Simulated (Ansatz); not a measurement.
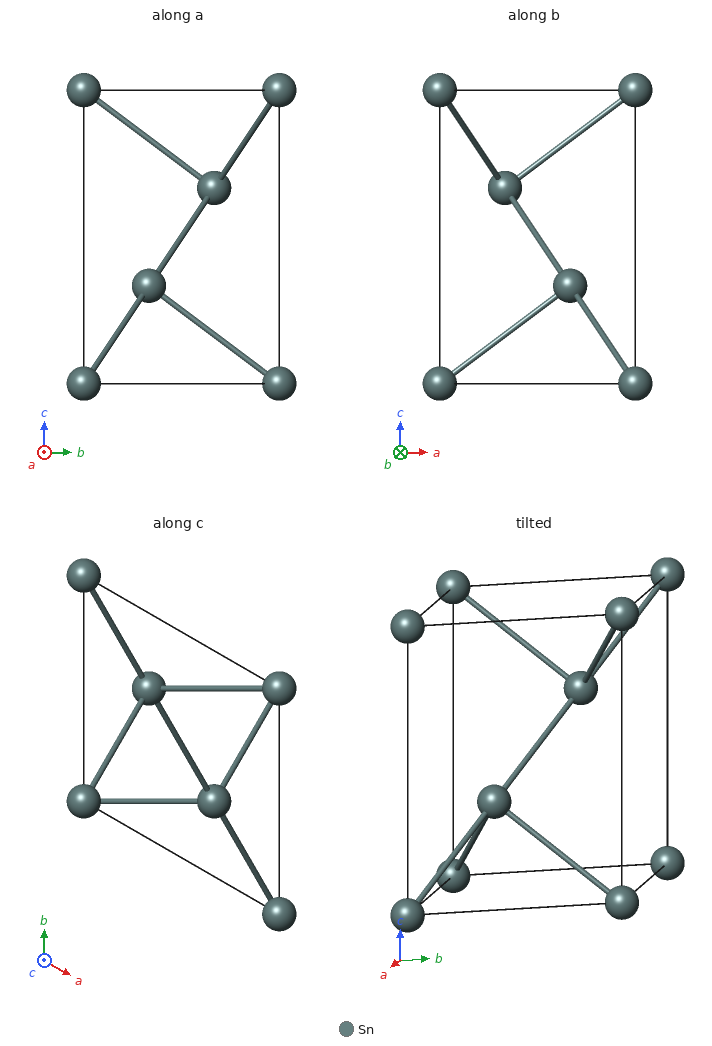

The crystal in a ball-and-stick representation, seen along the a axis, along the b axis, along the c axis and slightly off an axis. The conventional unit cell is outlined; an atom on or near a face, edge or corner is repeated at each equivalent position.

Lattice parameters: a = 4.2793 Å, b = 4.2793 Å, c = 5.5620 Å, α = 90.000°, β = 90.000°, γ = 120.000°.

> Set out the cell and atoms as a CIF in P1 with every atom of the cell.

```cif
data_structure
_symmetry_space_group_name_H-M 'P 1'
_symmetry_Int_Tables_number 1
_cell_length_a 4.2793
_cell_length_b 4.2793
_cell_length_c 5.5620
_cell_angle_alpha 90.000
_cell_angle_beta 90.000
_cell_angle_gamma 120.000
_cell_volume 88.21
loop_
_atom_site_label
_atom_site_type_symbol
_atom_site_fract_x
_atom_site_fract_y
_atom_site_fract_z
_atom_site_occupancy
Sn1 Sn 0.0000 0.0000 0.0000 1
Sn2 Sn 0.6667 0.3333 0.3333 1
Sn3 Sn 0.3333 0.6667 0.6667 1
```

The structure was taken from a structure type filled with this element by a generator (whether the element takes this form wasn't checked). The cell was then strained or its atoms displaced on purpose. It went into a calculation with Ansatz.
